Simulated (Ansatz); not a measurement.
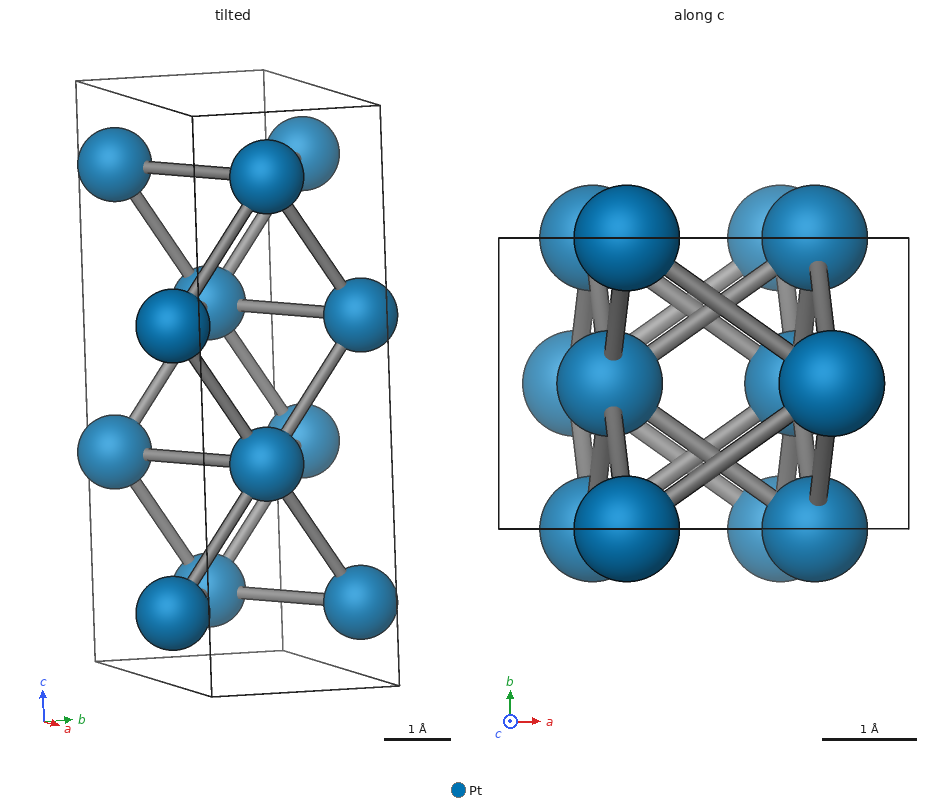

Drawn in the ball-and-stick manner and seen slightly off an axis and along the c axis. The frame is the conventional unit cell; atoms at its boundary are shown with their periodic copies.

Pt, space group C2/m (No. 12), a = 4.41 Å, b = 3.12 Å, c = 8.86 Å, α = 90.00°, β = 94.76°, γ = 90.00°.

The numbers come from DFT PBEsol, scalar-relativistic, plane waves, PAW in Ansatz, using a cutoff energy of 420 eV, k-points about 0.11 Å⁻¹ apart, Gaussian smearing of 0.15 eV, no spin polarisation.

Question: Classify it as metallic or gapped, with the value.

Answer: A metal: bands cross the Fermi level.

Question: What pressure does the calculation give for this cell?

Answer: The computed pressure is 0.6 GPa (compressed: it would expand). The stress isn't hydrostatic: its largest component is 1.4 GPa.

It goes back to a structure listed in the Materials Project. The cell was then strained or its atoms displaced on purpose. It went into a calculation with Ansatz.
